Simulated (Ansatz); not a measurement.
Ge: geometry relaxation (part 1 of 2)

System: Ge (P6₃mc, 4 atoms in the cell).
Method: DFT PBEsol+D3(BJ), scalar-relativistic, plane waves, PAW (Ansatz 0.2.0).

The structure derives from a Materials Project entry. The run did not end well. Figures and captions count atoms from 1; the log counts them from 0 in places.

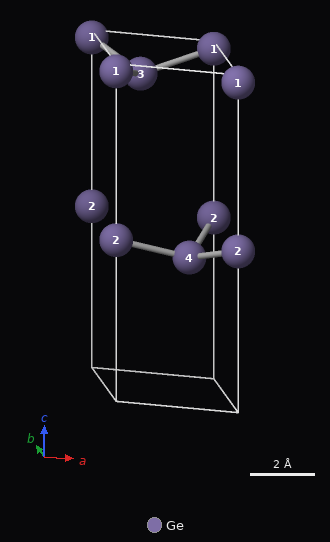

The starting structure (ball-and-stick view of the cell of the calculation, seen slightly off an axis; atoms are numbered from 1 in the order of the input). An atom can appear more than once, as a periodic image.

Outcome

```json
{"quantity": "outcome", "value": "stopped at the time limit"}
{"quantity": "space group (tolerance 0.01 Å)", "value": "P6₃mc (186)"}
{"quantity": "final cell", "value": "a = 4.029 Å, b = 4.029 Å, c = 6.203 Å, α = 90.00°, β = 90.00°, γ = 120.00°"}
{"quantity": "hardware", "value": "1 thread of AMD EPYC (Zen 3), 32 GiB of memory available, shared host"}
{"quantity": "wall time", "value": "7.7 min"}
{"quantity": "peak memory", "value": "0.6 GiB"}
```

Diagnosis

The run was cut off by its time limit, so the output is incomplete.

The input
```yaml
crystal:
  lattice:
    - [4.0504045371, 0.0, 0.0]
    - [-2.0252022686, 3.5077532247, 0.0]
    - [0.0, 0.0, 10.993359]
  atoms:
    - { symbol: Ge, position: [0.0, 0.0, 0.977452] }
    - { symbol: Ge, position: [0.0, 0.0, 0.477452] }
    - { symbol: Ge, position: [0.33333333, 0.66666667, 0.914848] }
    - { symbol: Ge, position: [0.66666667, 0.33333333, 0.414848] }
basis:
  ecutwfc: 420
kpoints:
  mp_grid: { grid: [12, 12, 4] }
hamiltonian:
  xc: pbesol
  dispersion: d3bj
scf:
  occupations: { method: gaussian, width: 0.1 }
output:
  forces: true
  stress: true
  eigenvalues: true
  write_density: true
  write_potential: true
  elf: true
  volumetric_format: npy
relax:
  adjacent_minimum: "off"
  f_tol: 0.005
  max_steps: 80
  cell: { stress_tol: 0.05 }
```

Launched with:
```bash
ansatz run input.yaml --threads 1 --pin off --max-ram 2560MiB --backend cpu --events-out ev --progress --plain --runs-dir out
```

What the program printed
```
Engine: ansatz 0.2.0, x86_64-unknown-linux-gnu
Pseudopotentials: kind: paw
Pseudopotential: Ge, paw, valence charge 14, recommended cutoff 420 eV (normal), Ge.paw.azcp
Functional definition: PBEsol
  exchange = pbesol_x
  correlation = pbesol_c
Crystal: 4 atoms, lattice volume = 156.192 Å³
Basis set: ecut = 420 eV, 3049 PW (Γ), exchange–correlation on 60×60×150 points (8 copies of the dense FFT grid, shifted against one another)
Bands: 34, of which v1, the nominal top of the filled ones, is band 28 counted from 1 (27 counted from 0)
Symmetry: 12 space group operations
Space group: P63mc (ITA 186), of the structure as read, at distance tolerance 5.4e-5 Å
k-points: 57 of 576 (time reversal used)
Non-local potential: Ge, projectors of the file, l = 0: 2, l = 1: 2, l = 2: 3, l = 3: 1
PAW form: soft (Blöchl's): semilocal exchange-correlation on the pseudo side does not see the compensation charge
PAW frozen core: Ge, regenerated for the run's functional, and the local potential with it (the file was generated under x = pbe(κ = 0.804, μ = 0.2195149727645171), c = pbe(β = 0.06672455060314922))
PAW one-centre angular grid: Ge, 590 points (default); XC on 64 Gauss nodes
Initial density: superposition of atomic densities (neutral atoms: chi_scale 0, normalization atom), corrected by the library's trained network
Initial wavefunctions: pseudopotential atomic-orbital guess
Functional: x = pbesol(κ = 0.804, μ = 0.12345679012345678), c = pbesol(β = 0.046)
SCF iter   1: F=—  HF=-17012.481756 eV  |F-HF|=—  |Δ(HF+E_count)|=         —  Δρ=2.57e-3  dr2=1.34e-2  ethr=1.77e-3  ⟨swp⟩=5.9  Hψ=7440  notcnv=0
preconditioner: auto → LDOS  [metal: Δε(μ)=0.001 eV  Ē_g=21.707 eV  σ=0.100 eV  W_gap=0.01  n_scr=38 (ndim 8)  ℏωp=22.2 eV  f_vac=0.334  D(μ)=0.41/eV (n_scr^D=2)  β→1.0]
SCF iter   2: F=—  HF=-17012.482600 eV  |F-HF|=—  |Δ(HF+E_count)|=   8.44e-4  Δρ=1.17e-3  dr2=2.29e-3  ethr=2.39e-5  ⟨swp⟩=2.0  Hψ=4195  notcnv=0  defer=94
SCF iter   3: F=—  HF=-17012.481354 eV  |F-HF|=—  |Δ(HF+E_count)|=   1.25e-3  Δρ=5.01e-4  dr2=3.38e-4  ethr=4.08e-6  ⟨swp⟩=2.0  Hψ=3442  notcnv=0  defer=94
SCF iter   4: F=—  HF=-17012.481149 eV  |F-HF|=—  |Δ(HF+E_count)|=   2.05e-4  Δρ=9.40e-5  dr2=1.60e-5  ethr=6.04e-7  ⟨swp⟩=2.0  Hψ=3442  notcnv=0  defer=94
SCF iter   5: F=—  HF=-17012.481162 eV  |F-HF|=—  |Δ(HF+E_count)|=   1.24e-5  Δρ=2.16e-5  dr2=1.49e-6  ethr=2.86e-8  ⟨swp⟩=2.0  Hψ=3442  notcnv=0  defer=94
SCF iter   6: F=—  HF=-17012.481162 eV  |F-HF|=—  |Δ(HF+E_count)|=   5.83e-7  Δρ=7.06e-6  dr2=1.72e-7  ethr=2.67e-9  ⟨swp⟩=2.0  Hψ=3442  notcnv=0  defer=94
SCF iter   7: F=-17012.481162 eV  HF=-17012.481162 eV  |F-HF|=1.19e-8  |Δ(HF+E_count)|=   7.76e-8  Δρ=1.79e-6  dr2=8.32e-9  ethr=1.79e-10  ⟨swp⟩=13.4  Hψ=12580  notcnv=0
SCF 1 converged in 7 iterations: F = -17012.481162 eV  dr2 = 8.32e-9
  greatest PAW one-centre occupation: 0.998 electrons in one spin orbital (limit 2), on the Ge atom at site 0 (counted from 0), in its partial waves of l = 2
relax step   1: F+E_penalty+E_count = -17012.48116221 eV  Δ(F+E_penalty+E_count) = +0.000e0 eV  max|allowed force component| = 1.530e-1 eV/Å  Δτ_max = 0.0000 Å  P = -2.338 GPa  Ω = 156.192 Å³  (7 SCF iters, dr2 threshold 1.00e-7 eV, accepted)
Crystal: 4 atoms, lattice volume = 142.885 Å³
Basis set: ecut = 420 eV, 2807 PW (Γ), exchange–correlation on 60×60×150 points (8 copies of the dense FFT grid, shifted against one another)
Initial density: handed on by an earlier stage of this run
Initial wavefunctions: those handed on with the density
iter 1 solved again at ethr=3.82e-5 eV; its pass at ethr=3.10e-3 eV (dr2=2.14e-2 eV) is discarded
SCF iter   1: F=—  HF=-17012.612821 eV  |F-HF|=—  |Δ(HF+E_count)|=         —  Δρ=2.71e-3  dr2=2.09e-2  ethr=3.82e-5  ⟨swp⟩=1.2  Hψ=9373  notcnv=0
preconditioner: auto → LDOS  [metal: Δε(μ)=0.005 eV  Ē_g=21.923 eV  σ=0.100 eV  W_gap=0.03  n_scr=36 (ndim 8)  ℏωp=23.2 eV  f_vac=0.293  D(μ)=0.39/eV (n_scr^D=2)  β→1.0]
SCF iter   2: F=—  HF=-17012.608207 eV  |F-HF|=—  |Δ(HF+E_count)|=   4.61e-3  Δρ=1.42e-3  dr2=5.56e-3  ethr=3.74e-5  ⟨swp⟩=3.0  Hψ=3850  notcnv=0
SCF iter   3: F=—  HF=-17012.605940 eV  |F-HF|=—  |Δ(HF+E_count)|=   2.27e-3  Δρ=2.85e-4  dr2=1.56e-4  ethr=9.93e-6  ⟨swp⟩=2.1  Hψ=3310  notcnv=0
SCF iter   4: F=—  HF=-17012.605897 eV  |F-HF|=—  |Δ(HF+E_count)|=   4.28e-5  Δρ=8.76e-5  dr2=2.12e-5  ethr=2.79e-7  ⟨swp⟩=2.0  Hψ=3538  notcnv=0
SCF iter   5: F=—  HF=-17012.605890 eV  |F-HF|=—  |Δ(HF+E_count)|=   7.32e-6  Δρ=1.75e-5  dr2=5.46e-7  ethr=3.79e-8  ⟨swp⟩=2.0  Hψ=3538  notcnv=0
SCF iter   6: F=-17012.605890 eV  HF=-17012.605890 eV  |F-HF|=1.88e-7  |Δ(HF+E_count)|=   4.49e-7  Δρ=8.74e-6  dr2=1.69e-7  ethr=7.14e-10  ⟨swp⟩=9.8  Hψ=14012  notcnv=0
SCF 2 converged in 6 iterations: F = -17012.605890 eV  dr2 = 1.69e-7
relax step   2: F+E_penalty+E_count = -17012.60589000 eV  Δ(F+E_penalty+E_count) = -1.247e-1 eV  max|allowed force component| = 1.466e-1 eV/Å  Δτ_max = 0.0316 Å  P = -0.917 GPa  Ω = 142.885 Å³  energy of the carried Pulay correction = +1.176e-3 eV  (6 SCF iters, dr2 threshold 4.00e-7 eV, accepted)
Crystal: 4 atoms, lattice volume = 134.415 Å³
Basis set: ecut = 420 eV, 2625 PW (Γ), exchange–correlation on 60×60×150 points (8 copies of the dense FFT grid, shifted against one another)
iter 1 solved again at ethr=6.73e-6 eV; its pass at ethr=3.10e-3 eV (dr2=3.77e-3 eV) is discarded
SCF iter   1: F=—  HF=-17012.701735 eV  |F-HF|=—  |Δ(HF+E_count)|=         —  Δρ=1.61e-3  dr2=3.50e-3  ethr=6.73e-6  ⟨swp⟩=2.6  Hψ=11023  notcnv=0
preconditioner: auto → LDOS  [metal: Δε(μ)=0.008 eV  Ē_g=21.989 eV  σ=0.100 eV  W_gap=0.05  n_scr=36 (ndim 8)  ℏωp=24.0 eV  f_vac=0.266  D(μ)=0.39/eV (n_scr^D=2)  β→1.0]
SCF iter   2: F=—  HF=-17012.701817 eV  |F-HF|=—  |Δ(HF+E_count)|=   8.18e-5  Δρ=4.70e-4  dr2=5.25e-4  ethr=6.26e-6  ⟨swp⟩=2.0  Hψ=2398  notcnv=0
SCF iter   3: F=—  HF=-17012.701655 eV  |F-HF|=—  |Δ(HF+E_count)|=   1.62e-4  Δρ=2.30e-4  dr2=9.65e-5  ethr=9.38e-7  ⟨swp⟩=2.0  Hψ=3538  notcnv=0
SCF iter   4: F=—  HF=-17012.701608 eV  |F-HF|=—  |Δ(HF+E_count)|=   4.66e-5  Δρ=4.69e-5  dr2=4.80e-6  ethr=1.72e-7  ⟨swp⟩=2.0  Hψ=3538  notcnv=0
SCF iter   5: F=-17012.701607 eV  HF=-17012.701607 eV  |F-HF|=1.26e-7  |Δ(HF+E_count)|=   1.45e-6  Δρ=1.02e-5  dr2=2.61e-7  ethr=7.14e-10  ⟨swp⟩=8.0  Hψ=13891  notcnv=0
SCF 3 converged in 5 iterations: F = -17012.701607 eV  dr2 = 2.61e-7
  greatest PAW one-centre occupation: 0.998 electrons in one spin orbital (limit 2), on the Ge atom at site 1 (counted from 0), in its partial waves of l = 2
relax step   3: F+E_penalty+E_count = -17012.70160681 eV  Δ(F+E_penalty+E_count) = -9.572e-2 eV  max|allowed force component| = 1.989e-2 eV/Å  Δτ_max = 0.0041 Å  P = -0.411 GPa  Ω = 134.415 Å³  energy of the carried Pulay correction = +1.980e-3 eV  (5 SCF iters, dr2 threshold 4.00e-7 eV, accepted)
Crystal: 4 atoms, lattice volume = 126.885 Å³
Basis set: ecut = 420 eV, 2503 PW (Γ), exchange–correlation on 60×60×150 points (8 copies of the dense FFT grid, shifted against one another)
iter 1 solved again at ethr=4.74e-6 eV; its pass at ethr=3.10e-3 eV (dr2=2.65e-3 eV) is discarded
SCF iter   1: F=—  HF=-17012.812261 eV  |F-HF|=—  |Δ(HF+E_count)|=         —  Δρ=1.47e-3  dr2=2.33e-3  ethr=4.74e-6  ⟨swp⟩=2.5  Hψ=11004  notcnv=0
preconditioner: auto → LDOS  [metal: Δε(μ)=0.012 eV  Ē_g=22.034 eV  σ=0.100 eV  W_gap=0.07  n_scr=36 (ndim 8)  ℏωp=24.7 eV  f_vac=0.226  D(μ)=0.38/eV (n_scr^D=2)  β→1.0]
SCF iter   2: F=—  HF=-17012.812492 eV  |F-HF|=—  |Δ(HF+E_count)|=   2.31e-4  Δρ=4.37e-4  dr2=4.72e-4  ethr=4.16e-6  ⟨swp⟩=3.0  Hψ=3465  notcnv=0
SCF iter   3: F=—  HF=-17012.812359 eV  |F-HF|=—  |Δ(HF+E_count)|=   1.33e-4  Δρ=2.12e-4  dr2=1.04e-4  ethr=8.43e-7  ⟨swp⟩=2.0  Hψ=3538  notcnv=0
SCF iter   4: F=—  HF=-17012.812321 eV  |F-HF|=—  |Δ(HF+E_count)|=   3.83e-5  Δρ=4.33e-5  dr2=3.83e-6  ethr=1.85e-7  ⟨swp⟩=2.0  Hψ=3538  notcnv=0
SCF iter   5: F=-17012.812320 eV  HF=-17012.812320 eV  |F-HF|=1.82e-7  |Δ(HF+E_count)|=   1.22e-6  Δρ=1.02e-5  dr2=2.37e-7  ethr=7.14e-10  ⟨swp⟩=7.7  Hψ=13661  notcnv=0
SCF 4 converged in 5 iterations: F = -17012.812320 eV  dr2 = 2.37e-7
relax step   4: F+E_penalty+E_count = -17012.81231959 eV  Δ(F+E_penalty+E_count) = -1.107e-1 eV  max|allowed force component| = 9.067e-2 eV/Å  Δτ_max = 0.0173 Å  P = -0.370 GPa  Ω = 126.885 Å³  energy of the carried Pulay correction = +2.736e-3 eV  (5 SCF iters, dr2 threshold 4.00e-7 eV, accepted)
Crystal: 4 atoms, lattice volume = 120.224 Å³
Basis set: ecut = 420 eV, 2369 PW (Γ), exchange–correlation on 60×60×150 points (8 copies of the dense FFT grid, shifted against one another)
iter 1 solved again at ethr=3.25e-6 eV; its pass at ethr=3.10e-3 eV (dr2=1.82e-3 eV) is discarded
SCF iter   1: F=—  HF=-17012.948370 eV  |F-HF|=—  |Δ(HF+E_count)|=         —  Δρ=1.46e-3  dr2=1.54e-3  ethr=3.25e-6  ⟨swp⟩=2.0  Hψ=11214  notcnv=0
preconditioner: auto → LDOS  [metal: Δε(μ)=0.015 eV  Ē_g=22.057 eV  σ=0.100 eV  W_gap=0.09  n_scr=36 (ndim 8)  ℏωp=25.3 eV  f_vac=0.162  D(μ)=0.36/eV (n_scr^D=2)  β→1.0]
SCF iter   2: F=—  HF=-17012.948843 eV  |F-HF|=—  |Δ(HF+E_count)|=   4.74e-4  Δρ=3.94e-4  dr2=3.47e-4  ethr=2.76e-6  ⟨swp⟩=3.0  Hψ=3544  notcnv=0
SCF iter   3: F=—  HF=-17012.948780 eV  |F-HF|=—  |Δ(HF+E_count)|=   6.34e-5  Δρ=2.16e-4  dr2=1.14e-4  ethr=6.20e-7  ⟨swp⟩=2.0  Hψ=3538  notcnv=0
SCF iter   4: F=—  HF=-17012.948739 eV  |F-HF|=—  |Δ(HF+E_count)|=   4.11e-5  Δρ=6.96e-5  dr2=1.08e-5  ethr=2.03e-7  ⟨swp⟩=2.0  Hψ=2966  notcnv=0
SCF iter   5: F=—  HF=-17012.948735 eV  |F-HF|=—  |Δ(HF+E_count)|=   3.59e-6  Δρ=1.56e-5  dr2=6.25e-7  ethr=1.93e-8  ⟨swp⟩=2.0  Hψ=3525  notcnv=0
SCF iter   6: F=-17012.948735 eV  HF=-17012.948735 eV  |F-HF|=5.27e-9  |Δ(HF+E_count)|=   2.12e-7  Δρ=2.05e-6  dr2=7.88e-9  ethr=7.14e-10  ⟨swp⟩=9.3  Hψ=13659  notcnv=0
SCF 5 converged in 6 iterations: F = -17012.948735 eV  dr2 = 7.88e-9
relax step   5: F+E_penalty+E_count = -17012.94873521 eV  Δ(F+E_penalty+E_count) = -1.364e-1 eV  max|allowed force component| = 1.493e-1 eV/Å  Δτ_max = 0.0205 Å  P = -0.733 GPa  Ω = 120.224 Å³  energy of the carried Pulay correction = +3.439e-3 eV  (6 SCF iters, dr2 threshold 4.00e-7 eV, accepted)
Crystal: 4 atoms, lattice volume = 112.604 Å³
Basis set: ecut = 420 eV, 2247 PW (Γ), exchange–correlation on 60×60×150 points (8 copies of the dense FFT grid, shifted against one another)
iter 1 solved again at ethr=4.59e-6 eV; its pass at ethr=3.10e-3 eV (dr2=2.57e-3 eV) is discarded
SCF iter   1: F=—  HF=-17013.112671 eV  |F-HF|=—  |Δ(HF+E_count)|=         —  Δρ=1.75e-3  dr2=2.17e-3  ethr=4.59e-6  ⟨swp⟩=2.0  Hψ=11251  notcnv=0
preconditioner: auto → LDOS  [insulator: Δε(μ)=0.110 eV  Ē_g=22.111 eV  σ=0.100 eV  W_gap=0.51  n_scr=36 (ndim 8)  ℏωp=26.2 eV  f_vac=0.089  D(μ)=0.39/eV (n_scr^D=2)  ε∞_Penn≈2.4  β→1.0]
SCF iter   2: F=—  HF=-17013.113033 eV  |F-HF|=—  |Δ(HF+E_count)|=   3.62e-4  Δρ=4.38e-4  dr2=3.92e-4  ethr=3.88e-6  ⟨swp⟩=3.0  Hψ=3500  notcnv=0
SCF iter   3: F=—  HF=-17013.112928 eV  |F-HF|=—  |Δ(HF+E_count)|=   1.05e-4  Δρ=2.05e-4  dr2=7.79e-5  ethr=7.01e-7  ⟨swp⟩=2.0  Hψ=3538  notcnv=0
SCF iter   4: F=—  HF=-17013.112893 eV  |F-HF|=—  |Δ(HF+E_count)|=   3.54e-5  Δρ=4.60e-5  dr2=3.73e-6  ethr=1.39e-7  ⟨swp⟩=2.0  Hψ=3536  notcnv=0
SCF iter   5: F=-17013.112891 eV  HF=-17013.112891 eV  |F-HF|=1.53e-7  |Δ(HF+E_count)|=   1.17e-6  Δρ=9.51e-6  dr2=1.70e-7  ethr=7.14e-10  ⟨swp⟩=7.8  Hψ=14809  notcnv=0
SCF 6 converged in 5 iterations: F = -17013.112891 eV  dr2 = 1.70e-7
relax step   6: F+E_penalty+E_count = -17013.11289128 eV  Δ(F+E_penalty+E_count) = -1.642e-1 eV  max|allowed force component| = 2.304e-1 eV/Å  Δτ_max = 0.0297 Å  P = -0.676 GPa  Ω = 112.604 Å³  energy of the carried Pulay correction = +4.287e-3 eV  (5 SCF iters, dr2 threshold 4.00e-7 eV, accepted)
Crystal: 4 atoms, lattice volume = 105.270 Å³
Basis set: ecut = 420 eV, 2079 PW (Γ), exchange–correlation on 60×60×150 points (8 copies of the dense FFT grid, shifted against one another)
iter 1 solved again at ethr=3.14e-6 eV; its pass at ethr=3.10e-3 eV (dr2=1.76e-3 eV) is discarded
SCF iter   1: F=—  HF=-17013.306474 eV  |F-HF|=—  |Δ(HF+E_count)|=         —  Δρ=1.85e-3  dr2=1.75e-3  ethr=3.14e-6  ⟨swp⟩=2.2  Hψ=13203  notcnv=0
preconditioner: auto → Resta (q_TF=auto, 2.456 Å⁻¹)  ε∞=2.5  [insulator: Δε(μ)=0.150 eV  Ē_g=22.168 eV  σ=0.100 eV  W_gap=0.69  n_scr=36 (ndim 8)  ℏωp=27.1 eV  f_vac=0.041  D(μ)=0.23/eV (n_scr^D=0)  ε∞_Penn≈2.5]
SCF iter   2: F=—  HF=-17013.306716 eV  |F-HF|=—  |Δ(HF+E_count)|=   2.41e-4  Δρ=1.00e-3  dr2=5.63e-4  ethr=3.12e-6  ⟨swp⟩=1.0  Hψ=1938  notcnv=0
SCF iter   3: F=—  HF=-17013.306944 eV  |F-HF|=—  |Δ(HF+E_count)|=   2.29e-4  Δρ=1.31e-4  dr2=1.47e-5  ethr=1.00e-6  ⟨swp⟩=3.0  Hψ=3545  notcnv=0
SCF iter   4: F=—  HF=-17013.306945 eV  |F-HF|=—  |Δ(HF+E_count)|=   9.29e-8  Δρ=6.86e-5  dr2=3.87e-6  ethr=2.63e-8  ⟨swp⟩=2.0  Hψ=3539  notcnv=0
SCF iter   5: F=-17013.306947 eV  HF=-17013.306947 eV  |F-HF|=1.07e-7  |Δ(HF+E_count)|=   2.61e-6  Δρ=1.05e-5  dr2=1.93e-7  ethr=7.14e-10  ⟨swp⟩=8.8  Hψ=15724  notcnv=0
SCF 7 converged in 5 iterations: F = -17013.306947 eV  dr2 = 1.93e-7
relax step   7: F+E_penalty+E_count = -17013.30694728 eV  Δ(F+E_penalty+E_count) = -1.941e-1 eV  max|allowed force component| = 3.306e-1 eV/Å  Δτ_max = 0.0365 Å  P = -0.600 GPa  Ω = 105.270 Å³  energy of the carried Pulay correction = +5.149e-3 eV  (5 SCF iters, dr2 threshold 4.00e-7 eV, accepted)
Crystal: 4 atoms, lattice volume = 98.042 Å³
Basis set: ecut = 420 eV, 1921 PW (Γ), exchange–correlation on 60×60×150 points (8 copies of the dense FFT grid, shifted against one another)
iter 1 solved again at ethr=3.48e-6 eV; its pass at ethr=3.10e-3 eV (dr2=1.95e-3 eV) is discarded
SCF iter   1: F=—  HF=-17013.516681 eV  |F-HF|=—  |Δ(HF+E_count)|=         —  Δρ=2.05e-3  dr2=2.00e-3  ethr=3.48e-6  ⟨swp⟩=2.6  Hψ=14213  notcnv=0
preconditioner: auto → LDOS  [metal: Δε(μ)=0.114 eV  Ē_g=22.238 eV  σ=0.100 eV  W_gap=0.47  n_scr=22 (ndim 8)  ℏωp=28.1 eV  f_vac=0.022  D(μ)=0.93/eV (n_scr^D=2)  β→1.0]
SCF iter   2: F=—  HF=-17013.517166 eV  |F-HF|=—  |Δ(HF+E_count)|=   4.84e-4  Δρ=3.95e-4  dr2=1.34e-4  ethr=3.48e-6  ⟨swp⟩=2.4  Hψ=3414  notcnv=0
SCF iter   3: F=—  HF=-17013.517191 eV  |F-HF|=—  |Δ(HF+E_count)|=   2.52e-5  Δρ=2.41e-4  dr2=6.05e-5  ethr=2.39e-7  ⟨swp⟩=3.1  Hψ=5069  notcnv=0
SCF iter   4: F=—  HF=-17013.517140 eV  |F-HF|=—  |Δ(HF+E_count)|=   5.05e-5  Δρ=3.37e-5  dr2=1.38e-6  ethr=1.08e-7  ⟨swp⟩=2.0  Hψ=3596  notcnv=0
SCF iter   5: F=-17013.517141 eV  HF=-17013.517141 eV  |F-HF|=9.74e-8  |Δ(HF+E_count)|=   2.89e-7  Δρ=1.21e-5  dr2=9.66e-8  ethr=7.14e-10  ⟨swp⟩=12.1  Hψ=17376  notcnv=0
SCF 8 converged in 5 iterations: F = -17013.517141 eV  dr2 = 9.66e-8
  Residual-converged pass: ⟨swp⟩=1.0  Hψ=2168  notcnv=0  max |occ|·‖R‖ = 6.9e-9 eV (tolerance 1.0e-8 eV)  dr2=9.66e-8  dr2_onsite=2.66e-8  max |Δocc| = 7.2e-11
relax step   8: F+E_penalty+E_count = -17013.51714072 eV  Δ(F+E_penalty+E_count) = -2.102e-1 eV  max|allowed force component| = 4.674e-1 eV/Å  Δτ_max = 0.0464 Å  P = -0.077 GPa  Ω = 98.042 Å³  energy of the carried Pulay correction = +6.047e-3 eV  (5 SCF iters, dr2 threshold 4.00e-7 eV, accepted)
Crystal: 4 atoms, lattice volume = 91.870 Å³
Basis set: ecut = 420 eV, 1787 PW (Γ), exchange–correlation on 60×60×150 points (8 copies of the dense FFT grid, shifted against one another)
iter 1 solved again at ethr=1.44e-5 eV; its pass at ethr=3.10e-3 eV (dr2=8.05e-3 eV) is discarded
```
